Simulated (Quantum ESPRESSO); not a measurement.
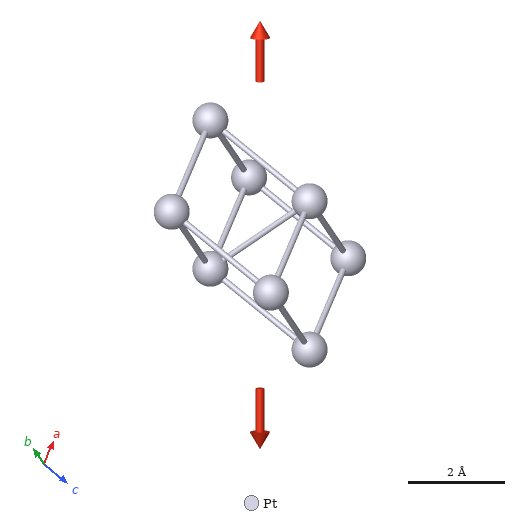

Pt, body-centred cubic (W type), space group Im-3m (No. 229). The run's cell of 1 atom is drawn unstrained, with atoms on its boundary repeated; the arrows mark the Cartesian direction z, along which it is stretched or compressed while the other dimensions are held. The atoms keep their fractional positions. The cell is a structure listed in the Materials Project. This isn't the form of Pt at room conditions, which is fcc.

Alike in all runs: Quantum ESPRESSO 7.5; functional PBEsol; potentials GBRV 1.5 PBEsol; cutoff 612 eV; k mesh 12 × 12 × 12 on the run's cell of 1 atom; occupations fermi-dirac, width 0.05 eV; no spin polarisation; no spin-orbit coupling. Stress is positive in compression, averaged over the directions named.

| strain (%) | ΔE (meV/atom) | stress along z (GPa) | stress across, x/y (GPa) |
| --- | --- | --- | --- |
| −4 | -32.0 | -5.20 | -1.23 |
| −2 | -19.6 | -8.70 | -7.21 |
| −1 | -10.8 | -10.49 | -9.86 |
| 0 | 0.0 | -12.27 | -12.27 |
| +1 | ? | ? | ? |
| +2 | 26.9 | -15.43 | -16.70 |
| +4 | 59.5 | -17.93 | -20.71 |

Q: How stiff is the crystal along the strain, and what belongs in the row left out?

A: The slope at zero strain is -161 GPa per unit strain, so the clamped-ion stiffness of this cell along z (C33 in these Cartesian axes) is about 160 GPa. The fit puts the stress at +1 % at -13.79 GPa. The run gave -13.93 GPa along, -14.55 GPa across and ΔE = 12.6 meV/atom.

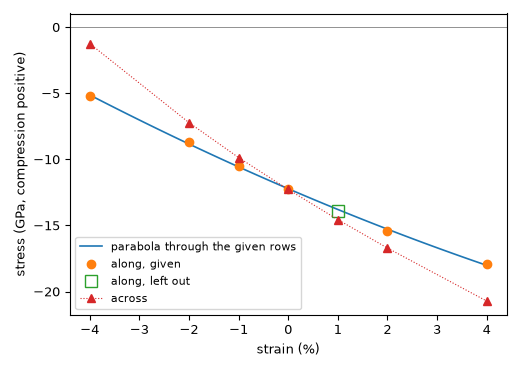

Stress against strain.

Caveat: the slope belongs to a cell under 12 GPa of tension, not to the crystal at rest; spin-orbit coupling is left out, which matters for Pt, if less for volumes and forces than for levels.
